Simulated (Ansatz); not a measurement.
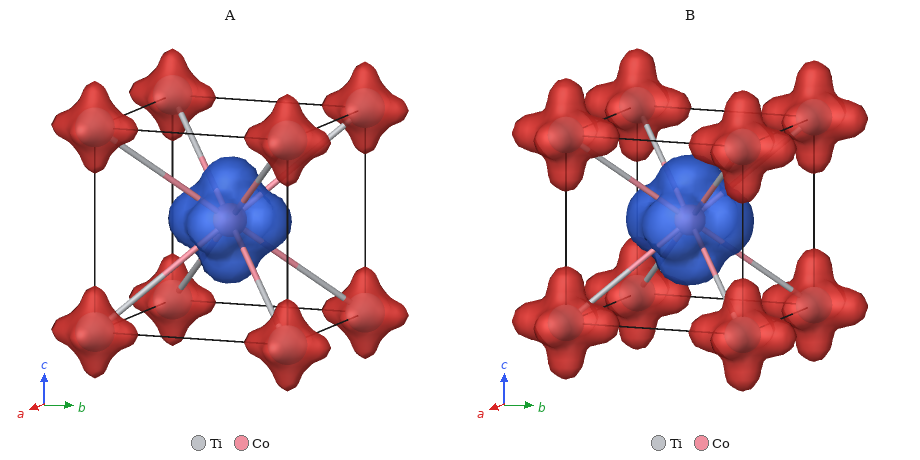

The picture shows: TiCo. Spin density of two self-consistent states of the same cell, at +0.03 (blue) and −0.03 e/Å³ (red).

Space group Pm-3m; a structure from a database of computed crystals, not necessarily the ambient phase; computed pressure about −2 GPa in this cell; spin-polarised.

These are results of DFT, PBE, PAW with Ansatz's default frozen-core files, scalar-relativistic in Ansatz 0.2.0, not measurements.

```yaml
crystal:
  lattice:
    - [2.98611, 0.00000, 0.00000]
    - [0.00000, 2.98611, 0.00000]
    - [0.00000, 0.00000, 2.98611]
  atoms:
    - { symbol: Ti, position: [0.00000, 0.00000, 0.00000] }
    - { symbol: Co, position: [0.50000, 0.50000, 0.50000] }
```

Describe the two states. Which lies lower in energy?

State A: parallel moments on the main sites in this solution; Co: +0.3 μB in one cell of 2 atoms, with smaller moments on Ti (up to −0.07 μB). State B: parallel moments on the main sites in this solution; Co: +0.8 μB in one cell of 2 atoms, with smaller moments on Ti (up to −0.12 μB). State B lies lower by 15 meV per atom.
